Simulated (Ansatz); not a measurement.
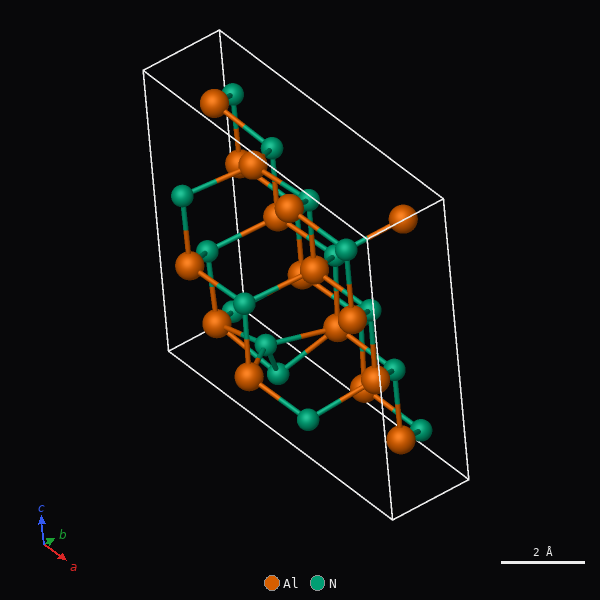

We look at a ball-and-stick model of the crystal slightly off an axis. The frame is the supercell; atoms at its boundary are shown with their periodic copies. The host is AlN, in a cell of 32 sites, and the cell carries a charge of -1.

Q: Describe the defect.

A: An interstitial nitrogen atom. It is bonded to three Al and one N (about 1.8 to 1.9 Å to Al, 1.5 Å to N).

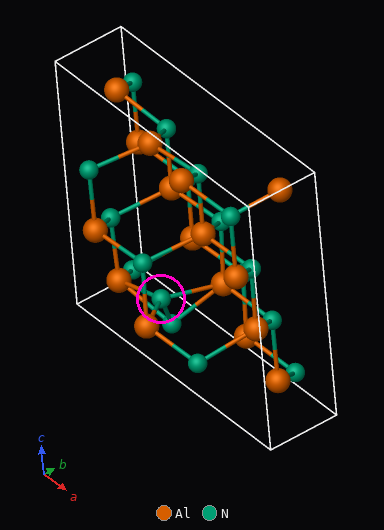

The same cell with a ring at the defect's site.

The atoms were relaxed in the host's cell with DFT PBE, scalar-relativistic, plane waves, PAW in Ansatz.
